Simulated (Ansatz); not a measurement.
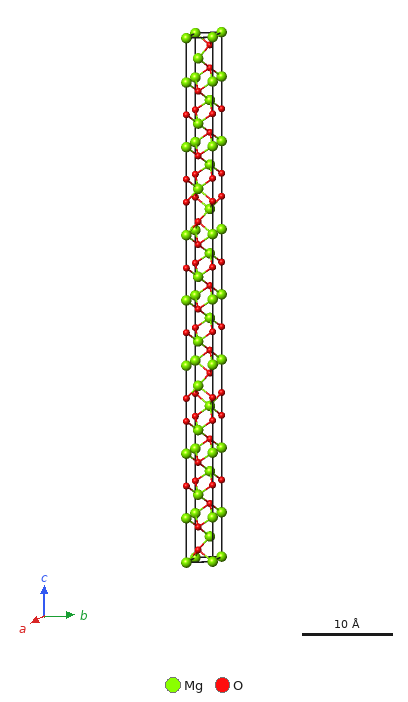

The structure (ball-and-stick view of the cell 3 times as large as that of the calculation, set on its symmetry axes, seen slightly off an axis).

**MgO: single-point calculation**

- system: MgO (16 atoms in the cell)
- method: DFT PBE, scalar-relativistic, plane waves, PAW, no spin polarisation (Ansatz 0.2.0)

The structure derives from a Materials Project entry. It belongs to a series of runs on one base structure; here: structure listed in a database for this formula (R-3m, No. 166).

**Input**
```yaml
crystal:
  lattice:
    - [1.4974545975, 0.864555815, 19.9822138309]
    - [-1.4974545975, 0.864555815, 19.9822138309]
    - [0.0, -1.72911163, 19.9822138309]
  atoms:
    - { symbol: Mg, position: [0.375606, 0.375606, 0.375606] }
    - { symbol: Mg, position: [0.624394, 0.624394, 0.624394] }
    - { symbol: Mg, position: [0.792271, 0.792271, 0.792271] }
    - { symbol: Mg, position: [0.207729, 0.207729, 0.207729] }
    - { symbol: Mg, position: [0.91544, 0.91544, 0.91544] }
    - { symbol: Mg, position: [0.08456, 0.08456, 0.08456] }
    - { symbol: Mg, position: [0.5, 0.5, 0.5] }
    - { symbol: Mg, position: [0.0, 0.0, 0.0] }
    - { symbol: O, position: [0.146135, 0.146135, 0.146135] }
    - { symbol: O, position: [0.853865, 0.853865, 0.853865] }
    - { symbol: O, position: [0.438417, 0.438417, 0.438417] }
    - { symbol: O, position: [0.561583, 0.561583, 0.561583] }
    - { symbol: O, position: [0.312875, 0.312875, 0.312875] }
    - { symbol: O, position: [0.687125, 0.687125, 0.687125] }
    - { symbol: O, position: [0.269236, 0.269236, 0.269236] }
    - { symbol: O, position: [0.730764, 0.730764, 0.730764] }
basis:
  ecutwfc: 420
kpoints:
  mp_grid: { grid: [6, 6, 6] }
hamiltonian:
  xc: pbe
scf:
  occupations: { method: gaussian, width: 0.1 }
  lower_state_search: "off"
output:
  forces: true
  stress: true
  eigenvalues: true
```

Hardware: 4 threads of Intel Xeon (Granite Rapids), 192 GiB of memory available, shared host.

Command:
```bash
ansatz run input.yaml --threads 4 --pin off --max-ram 10240MiB --backend cpu --events-out ev --progress --plain --runs-dir out
```

**The program's output**
```
basis.fft_grid_basis auto: the FFT boxes are laid along the combinations [[1, 0, -1], [0, 1, -1], [0, 0, 1]] of the cell's own vectors, 2.995, 2.995 and 20.057 Å long. The dense box has 24×24×135 points. Along the cell's own vectors, as sized, it would have 135×135×135, 31.64 times as many. Of the 12 symmetry operations that the crystal satisfies within crystal.symmetry.tolerance (time reversal apart; of a slab, those that keep its plane) the dense box along the cell's own vectors carries 12, and the one as laid loses 8 of those. basis.fft_grid_basis: typed keeps the cell's own vectors: state it where this run's energies or levels are differenced outside the engine with another run's, or held beside a run that keeps those vectors.
Engine: ansatz 0.2.0, x86_64-unknown-linux-gnu
Pseudopotentials: kind: paw
Pseudopotential: Mg, paw, valence charge 10, recommended cutoff 420 eV (normal), Mg.paw.azcp
Pseudopotential: O, paw, valence charge 6, recommended cutoff 420 eV (normal), O.paw.azcp
Functional definition: PBE
  parameter kappa = 0.804
  parameter beta = 0.06672455060314922
  exchange = pbe_x(kappa = kappa, mu = beta*pi^2/3)
  correlation = pbe_c(beta = beta)
Crystal: 16 atoms, lattice volume = 155.218 Å³
Basis set: ecut = 420 eV, 2953 PW (Γ), FFT grids on a1−a3, a2−a3, a3, exchange–correlation on 48×48×270 points (8 copies of the dense FFT grid, shifted against one another)
Bands: 80, of which v1, the nominal top of the filled ones, is band 64 counted from 1 (63 counted from 0)
Symmetry: 12 space group operations
Space group: R-3m (ITA 166), of the structure as read, at distance tolerance 5.4e-5 Å
k-points: 32 of 216
Non-local potential: Mg, projectors of the file, l = 0: 3, l = 1: 2, l = 2: 1
Non-local potential: O, projectors of the file, l = 0: 2, l = 1: 2, l = 2: 1
PAW form: soft (Blöchl's): semilocal exchange-correlation on the pseudo side does not see the compensation charge
PAW one-centre angular grid: Mg, 110 points (default); XC on 64 Gauss nodes
PAW one-centre angular grid: O, 110 points (default); XC on 64 Gauss nodes
Initial density: superposition of atomic densities (neutral atoms: chi_scale 0, normalization atom), corrected by the library's trained network
Initial wavefunctions: pseudopotential atomic-orbital guess
Functional: x = pbe(κ = 0.804, μ = 0.2195149727645171), c = pbe(β = 0.06672455060314922)
SCF iter   1: F=—  HF=-19952.156472 eV  |F-HF|=—  |Δ(HF+E_count)|=         —  Δρ=8.74e-4  dr2=5.32e-3  ethr=1.77e-3  ⟨swp⟩=6.3  Hψ=10997  notcnv=0  defer=51
preconditioner: auto → Resta (q_TF=auto, 2.642 Å⁻¹)  ε∞=3.4  [insulator: Δε(μ)=3.914 eV  Ē_g=15.431 eV  σ=0.100 eV  W_gap=1.00  n_scr=58 (ndim 8)  ℏωp=23.8 eV  f_vac=0.000  D(μ)=0.00/eV (n_scr^D=0)  ε∞_Penn≈3.4]
SCF iter   2: F=—  HF=-19952.156508 eV  |F-HF|=—  |Δ(HF+E_count)|=   3.58e-5  Δρ=5.32e-4  dr2=3.14e-3  ethr=4.16e-6  ⟨swp⟩=2.0  Hψ=3320  notcnv=0  defer=79
SCF iter   3: F=—  HF=-19952.156125 eV  |F-HF|=—  |Δ(HF+E_count)|=   3.83e-4  Δρ=3.03e-4  dr2=4.03e-4  ethr=2.45e-6  ⟨swp⟩=2.0  Hψ=3008  notcnv=0
automatic band count: iteration 3 solves 74 bands in place of 80: the levels show a gap, and the empty bands left out lie too high to hold charge; the band table lists the bands solved (type scf.n_extra_bands for more)
SCF iter   4: F=—  HF=-19952.156025 eV  |F-HF|=—  |Δ(HF+E_count)|=   9.93e-5  Δρ=1.15e-4  dr2=5.39e-5  ethr=3.15e-7  ⟨swp⟩=2.0  Hψ=2954  notcnv=0
SCF iter   5: F=—  HF=-19952.155965 eV  |F-HF|=—  |Δ(HF+E_count)|=   6.08e-5  Δρ=3.04e-5  dr2=1.60e-6  ethr=4.21e-8  ⟨swp⟩=2.0  Hψ=3098  notcnv=0  defer=1
SCF iter   6: F=—  HF=-19952.155965 eV  |F-HF|=—  |Δ(HF+E_count)|=   1.03e-7  Δρ=1.13e-5  dr2=2.16e-7  ethr=1.25e-9  ⟨swp⟩=2.3  Hψ=3632  notcnv=0  defer=1
SCF iter   7: F=-19952.155965 eV  HF=-19952.155965 eV  |F-HF|=2.75e-8  |Δ(HF+E_count)|=   2.96e-8  Δρ=4.71e-6  dr2=3.51e-8  ethr=7.81e-11  ⟨swp⟩=8.7  Hψ=9087  notcnv=0
SCF 1 converged in 7 iterations: F = -19952.155965 eV  dr2 = 3.51e-8
  greatest PAW one-centre occupation: 1.000 electrons in one spin orbital (limit 2), on the Mg atom at site 3 (counted from 0), in its partial waves of l = 0
SCF converged after 7 iterations
Free energy (F): -19952.155965 eV
Harris-Foulkes:  -19952.155965 eV  (|F-HF|=2.75e-8)
Internal energy: -19952.155965 eV  (E = F + TS)
E sigma→0 (E₀):  -19952.155965 eV
Fermi energy:    9.747217 eV
--- Per-component energies (eV) ---
  E_band       = -2399.132719
  E_kinetic    = 2039.333181
  E_local      = -13064.424631  (includes V_loc(G=0)·N_el)
  E_nonlocal   = 1142.160428
  E_hartree    = 4531.405570
  E_xc         = -839.844468
  E_vxc        = -1076.079046  (∫ρ·V_xc dr)
  E_paw        = -3601.273471  (= ΣΔE_a)
  E_vpaw       = -502.955336  (= ΣTr[D̂ρ^β])
  E_aug_tail   = 0.019750  (compensation charges beyond the density's cutoff)
  E_ewald      = -10159.532323
  E_smearing   = -0.000000  (= −TS)
  E_closure    = -0.000000  (closes the sum)
  Σ components = -19952.155965   (vs F -19952.155965, Δ=0.00e0)
--- Forces (eV/Å), atoms counted from 1 ---
  atom   1  Mg     0.00000000    -0.00000000     0.00427451
  atom   2  Mg     0.00000000     0.00000000    -0.00427451
  atom   3  Mg     0.00000000     0.00000000     0.00508275
  atom   4  Mg     0.00000000    -0.00000000    -0.00508275
  atom   5  Mg     0.00000000     0.00000000    -0.00318921
  atom   6  Mg     0.00000000    -0.00000000     0.00318921
  atom   7  Mg     0.00000000     0.00000000     0.00000000
  atom   8  Mg    -0.00000000    -0.00000000     0.00000000
  atom   9  O      0.00000000     0.00000000     0.00100965
  atom  10  O      0.00000000    -0.00000000    -0.00100965
  atom  11  O      0.00000000     0.00000000    -0.00011065
  atom  12  O      0.00000000    -0.00000000     0.00011065
  atom  13  O      0.00000000     0.00000000     0.01408484
  atom  14  O      0.00000000    -0.00000000    -0.01408484
  atom  15  O      0.00000000     0.00000000    -0.01316626
  atom  16  O      0.00000000    -0.00000000     0.01316626
  max |Σ_I F_I| component: 6.94e-18 eV/Å
--- Stress (GPa, compression-positive) ---
        0.099893       0.000000       0.000000
        0.000000       0.099893      -0.000000
        0.000000      -0.000000      -0.100012
  P = ⅓ Tr σ = 0.0333 GPa (0.333 kbar)
--- Band table (eV; the first three rows and the last of 32) ---
  k-point 0: bands = ["-65.2422", "-65.2422", "-64.6199", "-64.6011", "-64.6011", "-64.5853", "-64.5826", "-64.5800", "-31.9890", "-31.9890", "-31.9890", "-31.9890", "-31.9745", "-31.9737", "-31.3858", "-31.3849", "-31.3780", "-31.3588", "-31.3514", "-31.3514", "-31.3352", "-31.3329", "-31.3329", "-31.3329", "-31.3329", "-31.3175", "-31.3175", "-31.3159", "-31.3147", "-31.3147", "-31.3121", "-31.3121", "-9.3726", "-9.2125", "-9.2085", "-8.8086", "-8.7955", "-8.3462", "-8.3401", "-8.1284", "3.1181", "3.6748", "3.7113", "5.0014", "5.2033", "6.8199", "6.8201", "7.1737", "7.1737", "7.2596", "7.2596", "7.2632", "7.2632", "7.4680", "7.4680", "7.4733", "7.4733", "7.6907", "7.6907", "7.6946", "7.6946", "7.7931", "7.7931", "7.7984", "11.6951", "12.5425", "12.9303", "14.1122", "14.5649", "15.3745", "15.4284", "15.7655", "18.7511", "19.0477"]
  k-point 1: bands = ["-65.2409", "-65.2409", "-64.6186", "-64.5997", "-64.5997", "-64.5837", "-64.5813", "-64.5790", "-32.0031", "-32.0030", "-31.9923", "-31.9922", "-31.9716", "-31.9710", "-31.3824", "-31.3792", "-31.3741", "-31.3662", "-31.3587", "-31.3547", "-31.3494", "-31.3475", "-31.3379", "-31.3365", "-31.3365", "-31.3302", "-31.3280", "-31.3229", "-31.3219", "-31.3179", "-31.3155", "-31.3142", "-9.1321", "-8.9977", "-8.9658", "-8.6422", "-8.5934", "-8.2337", "-8.1958", "-8.0311", "3.4716", "3.9141", "3.9941", "4.8645", "5.1701", "5.8469", "5.9323", "6.3398", "6.3485", "6.4823", "6.5886", "6.7381", "6.9430", "6.9936", "7.0430", "7.1211", "7.2328", "7.2806", "7.3500", "7.3519", "7.4713", "7.5591", "7.6190", "7.7674", "12.9896", "13.5217", "14.0402", "14.9585", "15.5381", "16.3156", "16.4910", "16.8723", "18.1678", "18.5652"]
  k-point 2: bands = ["-65.2384", "-65.2384", "-64.6160", "-64.5970", "-64.5970", "-64.5803", "-64.5787", "-64.5772", "-32.0310", "-32.0308", "-31.9987", "-31.9987", "-31.9659", "-31.9657", "-31.3957", "-31.3810", "-31.3803", "-31.3767", "-31.3710", "-31.3695", "-31.3643", "-31.3614", "-31.3590", "-31.3505", "-31.3437", "-31.3436", "-31.3389", "-31.3300", "-31.3288", "-31.3242", "-31.3191", "-31.3186", "-8.5933", "-8.4894", "-8.4365", "-8.2552", "-8.1763", "-7.9780", "-7.9405", "-7.8461", "3.9402", "4.0401", "4.1384", "4.1619", "4.2691", "4.5202", "4.6437", "4.6631", "5.0100", "5.3504", "5.7573", "6.2099", "6.6350", "6.6622", "6.6880", "6.8166", "6.8619", "6.9698", "7.0590", "7.1097", "7.1981", "7.2506", "7.2931", "7.5731", "14.1759", "14.5547", "15.5724", "16.1751", "16.7180", "16.8948", "17.4780", "17.6170", "17.8586", "18.1955"]
  k-point 31: bands = ["-65.2422", "-65.2422", "-64.6199", "-64.6011", "-64.6011", "-64.5853", "-64.5826", "-64.5800", "-31.9890", "-31.9890", "-31.9890", "-31.9890", "-31.9745", "-31.9737", "-31.3856", "-31.3852", "-31.3780", "-31.3588", "-31.3514", "-31.3514", "-31.3352", "-31.3329", "-31.3329", "-31.3329", "-31.3329", "-31.3175", "-31.3175", "-31.3159", "-31.3147", "-31.3147", "-31.3121", "-31.3121", "-9.3457", "-9.3139", "-9.0305", "-9.0269", "-8.5700", "-8.5512", "-8.2083", "-8.1659", "3.1927", "3.3601", "4.2315", "4.3961", "5.9068", "6.0345", "7.1860", "7.1860", "7.2089", "7.2089", "7.3540", "7.3540", "7.3574", "7.3574", "7.4740", "7.5469", "7.5850", "7.5850", "7.5936", "7.5936", "7.7534", "7.7534", "7.7781", "7.7781", "11.7815", "12.2927", "13.2413", "13.8184", "14.9026", "15.0605", "15.5552", "15.7654", "18.7634", "19.0308"]
```

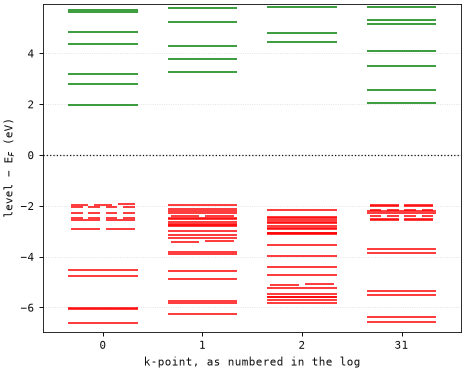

Kohn–Sham levels near the Fermi level (dotted) at the few k-points that the log prints; levels within 0.02 eV of each other stand side by side. Among these points the highest filled and lowest empty levels are 3.90 eV apart, which is the gap on the mesh.

**Summary**

| quantity | value |
| --- | --- |
| outcome | converged |
| space group (tolerance 0.01 Å) | R-3m (166) |
| electrons treated | 128 |
| free energy | −19952.1560 eV |
| Fermi energy | 9.747 eV |
| gap on the k-point mesh | 3.90 eV |
| pressure | 0.03 GPa |
| largest force (length of the vector) | 0.014 eV/Å |
| wall time | 2.6 s (CPU time 9.1 s) |
| peak memory | 0.74 GiB |
